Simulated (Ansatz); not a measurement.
## Single-point calculation, with input and output: Ti16O31 (part 2 of 3)

Ti16O31 (defect cell, 47 atoms in the cell); DFT PBE, scalar-relativistic, plane waves, PAW, spin-polarised (Ansatz 0.2.0); cutoff 420 eV, 2×2×1 k-mesh, Gaussian smearing of 0.05 eV, collinear spins. The structure derives from a Materials Project entry.

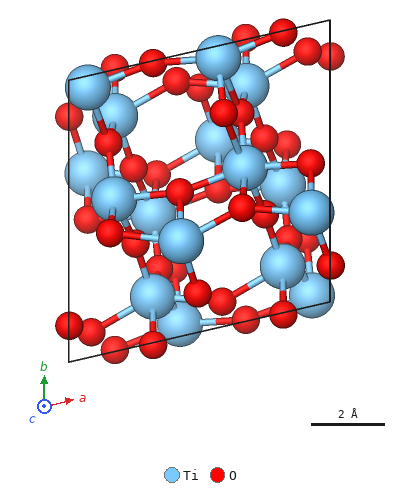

*The structure as given in the input (ball-and-stick view of the cell of the calculation, along the c axis). An atom can appear more than once, as a periodic image.*

Output, continued
```
SCF iter   1: F=—  HF=-57651.689436 eV  |F-HF|=—  |Δ(HF+E_count)|=         —  Δρ=2.86e-2 (↑2.85e-2 ↓2.86e-2)  dr2=2.26e1  dr2_m=5.32e-2  M=0.401 μB ∫|m|=0.449 μB  β_m=0.30  ethr=3.10e-3  ⟨swp⟩=4.9  Hψ=7102  notcnv=0  defer=20
Mixer restart at iter 1: flushing history
preconditioner: auto → Kerker (q_TF=auto, 2.535 Å⁻¹)  [metal: Δε(μ)=0.013 eV  Ē_g=9.726 eV  σ=0.050 eV  W_gap=0.15  n_scr=158 (ndim 8)  ℏωp=24.2 eV  f_vac=0.044  D(μ)=18.97/eV (n_scr^D=136)]
spin=Collinear: Kerker preconditioning applied to the charge; magnetization (m = ρ↑ − ρ↓) channel mixes plain (no charge-response kernel on spin).
SCF iter   2: F=—  HF=-57650.019311 eV  |F-HF|=—  |Δ(HF+E_count)|=    1.67e0  Δρ=2.07e-2 (↑1.96e-2 ↓2.07e-2)  dr2=1.24e1  dr2_m=4.20e-2  M=0.113 μB ∫|m|=0.183 μB  β_m=0.56  ethr=3.10e-3  ⟨swp⟩=2.0  Hψ=2247  notcnv=0  defer=317
preconditioner: auto → Resta (q_TF=auto, 2.535 Å⁻¹)  ε∞=7.4  [insulator: Δε(μ)=0.072 eV  Ē_g=9.574 eV  σ=0.050 eV  W_gap=0.69  n_scr=158 (ndim 8)  ℏωp=24.2 eV  f_vac=0.045  D(μ)=8.40/eV (n_scr^D=36)  ε∞_Penn≈7.4]
spin=Collinear: Resta preconditioning applied to the charge; magnetization (m = ρ↑ − ρ↓) channel mixes plain (no charge-response kernel on spin).
SCF iter   3: F=—  HF=-57650.081884 eV  |F-HF|=—  |Δ(HF+E_count)|=   6.26e-2  Δρ=9.91e-3 (↑9.91e-3 ↓9.91e-3)  dr2=3.69e0  dr2_m=1.70e-3  M=0.000 μB ∫|m|=0.039 μB  β_m=0.61  ethr=3.10e-3  ⟨swp⟩=2.0  Hψ=2579  notcnv=0  defer=317
SCF iter   4: F=—  HF=-57649.535464 eV  |F-HF|=—  |Δ(HF+E_count)|=   5.46e-1  Δρ=6.19e-3 (↑6.05e-3 ↓6.19e-3)  dr2=1.29e0  dr2_m=6.68e-4  M=-0.067 μB ∫|m|=0.079 μB  β_m=0.60  ethr=9.76e-4  ⟨swp⟩=2.0  Hψ=3129  notcnv=0  defer=304
SCF iter   5: F=—  HF=-57649.577626 eV  |F-HF|=—  |Δ(HF+E_count)|=   4.22e-2  Δρ=2.71e-3 (↑2.59e-3 ↓2.71e-3)  dr2=2.44e-1  dr2_m=1.15e-3  M=-0.013 μB ∫|m|=0.035 μB  β_m=0.71  ethr=3.42e-4  ⟨swp⟩=2.0  Hψ=2664  notcnv=0  defer=304
SCF iter   6: F=—  HF=-57649.674918 eV  |F-HF|=—  |Δ(HF+E_count)|=   9.73e-2  Δρ=1.89e-3 (↑1.89e-3 ↓1.88e-3)  dr2=1.23e-1  dr2_m=2.21e-5  M=-0.018 μB ∫|m|=0.031 μB  β_m=0.68  ethr=6.44e-5  ⟨swp⟩=2.0  Hψ=2790  notcnv=0  defer=304
SCF iter   7: F=—  HF=-57649.690500 eV  |F-HF|=—  |Δ(HF+E_count)|=   1.56e-2  Δρ=8.52e-4 (↑8.52e-4 ↓8.52e-4)  dr2=2.36e-2  dr2_m=7.00e-6  M=-0.011 μB ∫|m|=0.023 μB  β_m=0.72  ethr=3.26e-5  ⟨swp⟩=2.0  Hψ=2768  notcnv=0  defer=304
SCF iter   8: F=—  HF=-57649.707425 eV  |F-HF|=—  |Δ(HF+E_count)|=   1.69e-2  Δρ=4.40e-4 (↑4.38e-4 ↓4.40e-4)  dr2=5.75e-3  dr2_m=2.44e-6  M=-0.007 μB ∫|m|=0.017 μB  β_m=0.71  ethr=6.24e-6  ⟨swp⟩=2.6  Hψ=2957  notcnv=0  defer=296
SCF iter   9: F=—  HF=-57649.711480 eV  |F-HF|=—  |Δ(HF+E_count)|=   4.06e-3  Δρ=2.41e-4 (↑2.41e-4 ↓2.39e-4)  dr2=1.74e-3  dr2_m=1.79e-6  M=-0.004 μB ∫|m|=0.012 μB  β_m=0.72  ethr=1.52e-6  ⟨swp⟩=2.0  Hψ=2754  notcnv=0  defer=296
SCF iter  10: F=—  HF=-57649.713195 eV  |F-HF|=—  |Δ(HF+E_count)|=   1.72e-3  Δρ=1.47e-4 (↑1.45e-4 ↓1.47e-4)  dr2=5.51e-4  dr2_m=6.35e-7  M=-0.004 μB ∫|m|=0.010 μB  β_m=0.66  ethr=4.61e-7  ⟨swp⟩=2.0  Hψ=2743  notcnv=0  defer=296
SCF iter  11: F=—  HF=-57649.713461 eV  |F-HF|=—  |Δ(HF+E_count)|=   2.66e-4  Δρ=6.51e-5 (↑6.06e-5 ↓6.51e-5)  dr2=1.25e-4  dr2_m=5.48e-7  M=-0.004 μB ∫|m|=0.008 μB  β_m=0.76  ethr=1.46e-7  ⟨swp⟩=2.1  Hψ=2752  notcnv=0  defer=292
SCF iter  12: F=—  HF=-57649.713601 eV  |F-HF|=—  |Δ(HF+E_count)|=   1.40e-4  Δρ=3.76e-5 (↑3.69e-5 ↓3.76e-5)  dr2=4.02e-5  dr2_m=3.52e-7  M=-0.003 μB ∫|m|=0.007 μB  β_m=0.81  ethr=3.30e-8  ⟨swp⟩=2.0  Hψ=2904  notcnv=0  defer=292
SCF iter  13: F=—  HF=-57649.713728 eV  |F-HF|=—  |Δ(HF+E_count)|=   1.27e-4  Δρ=2.91e-5 (↑2.88e-5 ↓2.91e-5)  dr2=2.18e-5  dr2_m=2.09e-7  M=-0.002 μB ∫|m|=0.005 μB  β_m=0.72  ethr=1.06e-8  ⟨swp⟩=2.0  Hψ=2908  notcnv=0  defer=292
SCF iter  14: F=—  HF=-57649.713732 eV  |F-HF|=—  |Δ(HF+E_count)|=   4.02e-6  Δρ=1.11e-5 (↑1.09e-5 ↓1.11e-5)  dr2=2.47e-6  dr2_m=1.33e-7  M=-0.002 μB ∫|m|=0.004 μB  β_m=0.72  ethr=5.77e-9  ⟨swp⟩=2.0  Hψ=2712  notcnv=0  defer=292
SCF iter  15: F=—  HF=-57649.713733 eV  |F-HF|=—  |Δ(HF+E_count)|=   1.08e-6  Δρ=7.46e-6 (↑7.46e-6 ↓6.51e-6)  dr2=8.83e-7  dr2_m=8.61e-8  M=-0.001 μB ∫|m|=0.003 μB  β_m=0.72  ethr=6.54e-10  ⟨swp⟩=2.0  Hψ=2861  notcnv=0  defer=292
SCF iter  16: F=—  HF=-57649.713733 eV  |F-HF|=—  |Δ(HF+E_count)|=   3.97e-7  Δρ=4.85e-6 (↑4.85e-6 ↓3.93e-6)  dr2=2.57e-7  dr2_m=5.60e-8  M=-0.001 μB ∫|m|=0.003 μB  β_m=0.76  ethr=2.33e-10  ⟨swp⟩=2.2  Hψ=2906  notcnv=0  defer=292
SCF iter  17: F=—  HF=-57649.713734 eV  |F-HF|=—  |Δ(HF+E_count)|=   1.91e-7  Δρ=3.43e-6 (↑2.40e-6 ↓3.43e-6)  dr2=9.84e-8  dr2_m=3.03e-8  M=-0.001 μB ∫|m|=0.002 μB  β_m=0.83  ethr=6.80e-11  ⟨swp⟩=3.0  Hψ=3297  notcnv=0  defer=292
SCF iter  18: F=—  HF=-57649.713734 eV  |F-HF|=—  |Δ(HF+E_count)|=   9.51e-8  Δρ=2.61e-6 (↑2.25e-6 ↓2.61e-6)  dr2=7.47e-8  dr2_m=1.64e-8  M=-0.001 μB ∫|m|=0.001 μB  β_m=0.83  ethr=2.60e-11  ⟨swp⟩=3.0  Hψ=3296  notcnv=0  defer=292
SCF iter  19: F=—  HF=-57649.713734 eV  |F-HF|=—  |Δ(HF+E_count)|=   2.93e-8  Δρ=2.15e-6 (↑2.15e-6 ↓1.84e-6)  dr2=5.55e-8  dr2_m=9.62e-9  M=-0.000 μB ∫|m|=0.001 μB  β_m=0.79  ethr=1.98e-11  ⟨swp⟩=3.0  Hψ=3206  notcnv=0  defer=292
SCF iter  20: F=—  HF=-57649.713734 eV  |F-HF|=—  |Δ(HF+E_count)|=   2.64e-8  Δρ=1.38e-6 (↑1.38e-6 ↓1.33e-6)  dr2=2.62e-8  dr2_m=4.30e-9  M=-0.000 μB ∫|m|=0.001 μB  β_m=0.73  ethr=1.47e-11  ⟨swp⟩=3.0  Hψ=3296  notcnv=0  defer=292
SCF iter  21: F=—  HF=-57649.713734 eV  |F-HF|=—  |Δ(HF+E_count)|=   1.27e-8  Δρ=5.87e-7 (↑5.87e-7 ↓5.18e-7)  dr2=3.62e-9  dr2_m=9.61e-10  M=-0.000 μB ∫|m|=0.000 μB  β_m=0.79  ethr=6.93e-12  ⟨swp⟩=3.0  Hψ=3296  notcnv=0  defer=292
SCF iter  22: F=-57649.713734 eV  HF=-57649.713734 eV  |F-HF|=2.42e-9  |Δ(HF+E_count)|=   5.36e-9  Δρ=4.40e-7 (↑4.40e-7 ↓4.18e-7)  dr2=4.07e-9  dr2_m=1.17e-10  M=-0.000 μB ∫|m|=0.000 μB  ethr=1.00e-12  ⟨swp⟩=9.1  Hψ=8166  notcnv=0
SCF 1 converged in 22 iterations: F = -57649.713734 eV  dr2 = 4.07e-9
  greatest PAW one-centre occupation: 0.999 electrons in one spin orbital (limit 2), on the Ti atom at site 5 (counted from 0), in its partial waves of l = 0
WARN: the starting moments were not kept: the SCF closed with an absolute magnetisation of 1.6e-4 μB, where they sum to 0.8 μB in size (4 sites). That is at most 0.1 of that sum. Measured as dr2_m measures the in/out step, that magnetisation stands 3.2e-9 eV from none, at or under the dr2_threshold of 1.0e-7 eV: it is no larger than a step whose dr2_m would equal this threshold. The system may hold no moment; this SCF shows only that its start led to no more than that. To try another start: raise the starting moments (crystal.atoms[].spin, magnetization.per_species, magnetization.initial_magnetization, or on a non-collinear deck that types none of these the spinor_matrix: blocks that start its atoms; where the total moment is fixed, keep their sum and leave initial_magnetization as it is; typed ones take the place of any that the run laid by itself, positive ones on a crystal's lanthanoids without a Hubbard term where scf.initial_density.shell_occupations: [] is typed) or, if the notice of its spin-set hold's release reads "site moments contracting" or "site moments show no strong build", lengthen the hold (scf.mixing.spin_hold: { on: { confirm: 4 } }; for m-r²SCAN on two components see the key's manual first). Each may lead to a state that holds a moment. A second SCF, from the converged charge density, with the starting moments and any scf.initial_density.shell_occupations laid on it anew, would have followed, and was not run: the deck does not ask for one (magnetization.retry_lost_moments is false, the default). To let it run, set magnetization.retry_lost_moments: true and run the deck again, where that key's refused combinations let it; where memory then withholds it, that run's warning says so.
SCF converged after 22 iterations
Magnetization: -0.0001 μB (189.0000 up, 189.0000 down)
Absolute magnetization: 0.0002 μB (∫|ρ↑−ρ↓|, with the PAW one-centre terms)
Spin contamination: 0.0000 ħ² per cell (⟨S²⟩ above its minimum at these occupations)
Per-site moments (μB) at R_I (Å): [(1.0601479992843752e-6, 0.7377333739570701), (1.3432972159494605e-6, 0.7321413338547577), (6.521765090890769e-7, 0.7304756076824094), (5.746819233722082e-7, 0.7270426940944658), (5.665020481381941e-7, 0.7770155705032349), (6.655886194066575e-7, 0.7693901538388214), (2.9968638525314524e-6, 0.7673581283327919), (-6.145332467890588e-7, 0.767537511878417), (5.209949739113135e-6, 0.7410772199282522), (5.295269970958765e-7, 0.729064931447993), (1.6727425499957382e-6, 0.7246725693508657), (1.8854978355618089e-6, 0.7304828201696419), (-3.3530564410618095e-5, 0.786342036500942), (1.1364683072039572e-6, 0.764101132448116), (7.701789017004162e-7, 0.7711682314381982), (3.737457007280789e-6, 0.7642141417415395), (-1.431414544576921e-7, 0.764101132448116), (-2.1337102016537376e-7, 0.7711682314381982), (-5.346884444376498e-7, 0.7642141417415395), (-3.5916726879725795e-7, 0.7979719781524102), (-5.175335173808047e-8, 0.8039150763462345), (-1.0045576102982232e-6, 0.7942547680963035), (-1.1691104327491573e-6, 0.7885422965851185), (-9.67090674044884e-8, 0.7410772199282522), (-5.8996379711592094e-8, 0.729064931447993), (-1.568837269819493e-6, 0.7246725693508657), (-3.9548740046057665e-7, 0.7304828201696419), (-9.737713880531287e-7, 0.7770155705032349), (-9.013202914759398e-8, 0.7730111193135119), (-2.2667987516187555e-7, 0.7673581283327919), (-1.0856628874372477e-7, 0.7745953905670038), (-2.2268371067983922e-6, 0.8158209744659812), (-5.2730151649895434e-8, 0.8009221505801775), (-7.624236735343871e-8, 0.8064704546620537), (-5.359252887396113e-7, 0.8040583242833725), (-2.241127671346838e-7, 0.7377333739570701), (-4.664535815486285e-7, 0.7321413338547577), (-1.7613303955027756e-7, 0.7304756076824094), (1.1881811302622779e-6, 0.7270426940944658), (-1.882097089606763e-7, 0.8298677714585394), (-1.874539691697896e-7, 0.8107666466868488), (-1.5485481824846398e-7, 0.801679801895176), (-4.671710956744374e-8, 0.8087756316919826), (-1.8607194206673416e-6, 0.8075002849020834), (-2.3141823491223687e-7, 0.795327861263306), (9.819572200305774e-7, 0.7938656632998795), (8.778300843173976e-7, 0.7955733496739921)]
Free energy (F): -57649.713734 eV
Harris-Foulkes:  -57649.713734 eV  (|F-HF|=2.42e-9)
Internal energy: -57649.710333 eV  (E = F + TS)
E sigma→0 (E₀):  -57649.712033 eV
Entropy (-TS):   -0.003401 eV (-0.072 meV/atom)
Fermi energy:    8.771526 eV
--- Per-component energies (eV) ---
  E_band       = -4016.003516
  E_kinetic    = 9774.468312
  E_local      = -31888.021764  (includes V_loc(G=0)·N_el)
  E_nonlocal   = 1534.949173
  E_hartree    = 12610.715237
  E_xc         = -3856.367375
  E_vxc        = -4881.535768  (∫ρ·V_xc dr)
  E_paw        = -21621.658017  (= ΣΔE_a)
  E_vpaw       = -3777.372772  (= ΣTr[D̂ρ^β])
  E_aug_tail   = 0.078111  (compensation charges beyond the density's cutoff)
  E_ewald      = -24203.874008
  E_smearing   = -0.003401  (= −TS)
  E_closure    = 0.000000  (closes the sum)
  Σ components = -57649.713734   (vs F -57649.713734, Δ=0.00e0)
--- Forces (eV/Å), atoms counted from 1 ---
  atom   1  Ti    -0.00123338     0.00095357     0.00233366
  atom   2  Ti     0.00476466     0.00186286    -0.00293499
  atom   3  Ti     0.00725990     0.00420572     0.00740921
  atom   4  Ti    -0.00146052     0.00585266    -0.00012488
  atom   5  Ti     0.00648494    -0.00200641    -0.01304169
  atom   6  Ti    -0.00643253    -0.00795485     0.00510070
  atom   7  Ti     0.00360546     0.00861699    -0.01136252
  atom   8  Ti    -0.00659886    -0.00562817     0.00173098
  atom   9  Ti     0.01111228     0.00297285     0.00231720
  atom  10  Ti     0.00073171    -0.00706244     0.00674343
  atom  11  Ti     0.01016902     0.00564683    -0.00025278
  atom  12  Ti     0.00187893     0.00745264    -0.00128929
  atom  13  Ti    -0.00597323     0.00124278    -0.02772219
  atom  14  Ti     0.00513367     0.00633005    -0.00570130
  atom  15  Ti     0.00260222    -0.01154079    -0.00054260
  atom  16  Ti    -0.00466529    -0.00452848    -0.00210518
  atom  17  O      0.00163439     0.00017308    -0.00180403
  atom  18  O      0.00776315    -0.00478802    -0.00308610
  atom  19  O     -0.00688713     0.00036798     0.00530853
  atom  20  O     -0.00054374    -0.00245731    -0.00290495
  atom  21  O     -0.00766299     0.00346272    -0.00017360
  atom  22  O     -0.00032154     0.00636686     0.00170969
  atom  23  O      0.00764081    -0.01012408     0.00141938
  atom  24  O     -0.00314884     0.00701625    -0.01060376
  atom  25  O      0.00248902     0.00676177    -0.00972528
  atom  26  O     -0.02577684    -0.00518459     0.02125593
  atom  27  O     -0.01020911    -0.00273805     0.01635090
  atom  28  O      0.00102845    -0.00433427     0.02324266
  atom  29  O      0.01824163     0.00340009     0.00003113
  atom  30  O     -0.01131003     0.00359763     0.00119069
  atom  31  O      0.01168890     0.00126441     0.00122489
  atom  32  O     -0.00874375    -0.00899466     0.00645783
  atom  33  O      0.00406622     0.00409438    -0.00773068
  atom  34  O     -0.00376025    -0.00358767     0.00106496
  atom  35  O      0.00352696     0.00409456    -0.00585710
  atom  36  O     -0.00595306    -0.00163574     0.00979890
  atom  37  O     -0.00784207    -0.00333823     0.00544813
  atom  38  O     -0.00126254     0.00191486    -0.00202116
  atom  39  O      0.00449441     0.00032674    -0.00400741
  atom  40  O      0.00179818    -0.00110428    -0.00586250
  atom  41  O      0.00665325     0.00175979     0.00142555
  atom  42  O     -0.00267790    -0.00436717    -0.00440378
  atom  43  O      0.00016174     0.00227199     0.00191819
  atom  44  O      0.00047910     0.00041598    -0.00133382
  atom  45  O      0.00489396     0.00044200    -0.00209854
  atom  46  O     -0.00599253     0.00799998     0.00572045
  atom  47  O     -0.00185246    -0.00949225    -0.00251458
  max |Σ_I F_I| component: 5.69e-6 eV/Å
--- Band table (eV; the first three rows and the last of 8) ---
```
